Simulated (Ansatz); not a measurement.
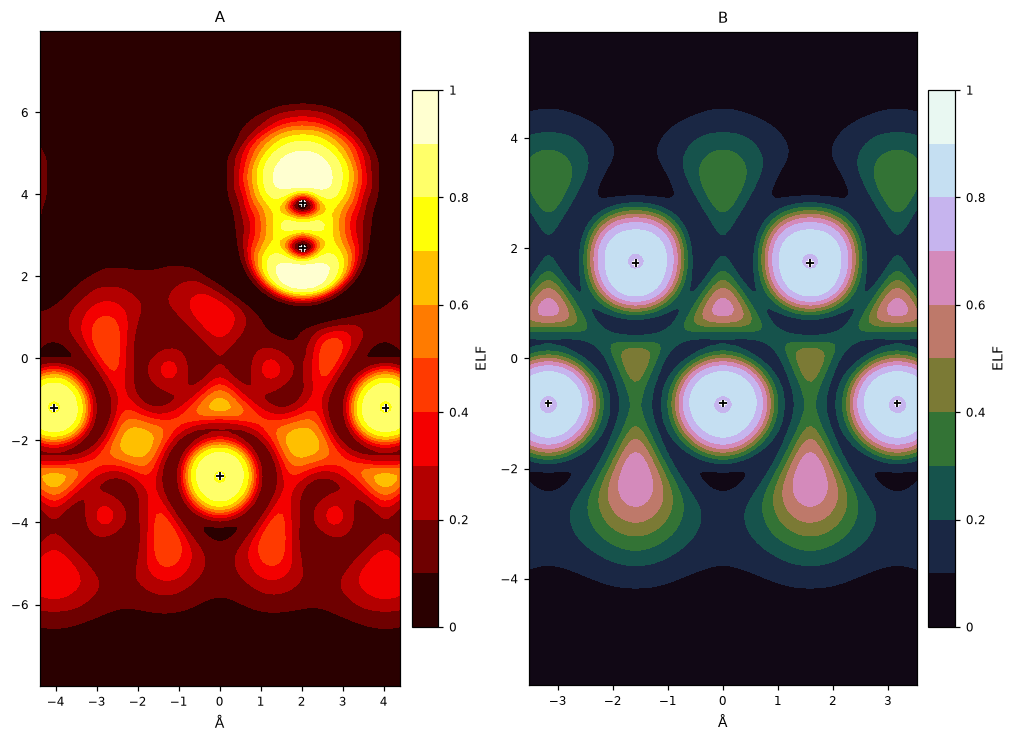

The electron localisation function of 2 systems, each on a plane through atoms (crosses mark nuclei in the plane).

The calculation used DFT PBE+D3(BJ), scalar-relativistic, plane waves, PAW in Ansatz 0.2.0.

System 1: Hf (slab), the (010) plane of the calculation cell, a cut from vacuum to vacuum. 

```yaml
crystal:
  lattice:
    - [6.34235, 0.00000, 0.00000]
    - [0.00000, 5.01676, 0.00000]
    - [0.00000, 0.00000, 22.16652]
  atoms:
    - { symbol: Hf, position: [0.00000, 0.75000, 0.18045] }
    - { symbol: Hf, position: [0.50000, 0.75000, 0.18045] }
    - { symbol: Hf, position: [0.25000, 0.25000, 0.22175] }
    - { symbol: Hf, position: [0.75000, 0.25000, 0.22175] }
    - { symbol: Hf, position: [0.25000, 0.75000, 0.29648] }
    - { symbol: Hf, position: [0.75000, 0.75000, 0.29648] }
    - { symbol: Hf, position: [0.00000, 0.25000, 0.33684] }
    - { symbol: Hf, position: [0.50000, 0.25000, 0.33684] }
```

System 2: Hf4N (slab), the (11̄0) plane of the calculation cell, a cut from vacuum to vacuum. A point of a scan over the structure, not its minimum; not relaxed (largest force 0.8 eV/Å).

```
Hf N
1.0
     6.34235    0.00000    0.00000
     0.00000    5.01676    0.00000
     0.00000    0.00000   22.16652
Hf N
8 2
Direct
  0.00000 0.75000 0.18045
  0.50000 0.75000 0.18045
  0.25000 0.25000 0.22175
  0.75000 0.25000 0.22175
  0.25000 0.75000 0.29648
  0.75000 0.75000 0.29648
  0.00000 0.25000 0.33684
  0.50000 0.25000 0.33684
  0.00000 0.50000 0.47218
  0.00000 0.50000 0.52180
```

Question: Which map belongs to which system?

Answer: Panel A is system 2, Hf4N: the plane holds Hf and N. N–N (1.10 Å): the ELF peaks at about 0.85 between the atoms. Panel B is system 1, Hf: the plane holds Hf. Hf–Hf (3.00 Å): the ELF is about 0.25 at the midpoint (no localised pair shows between them).
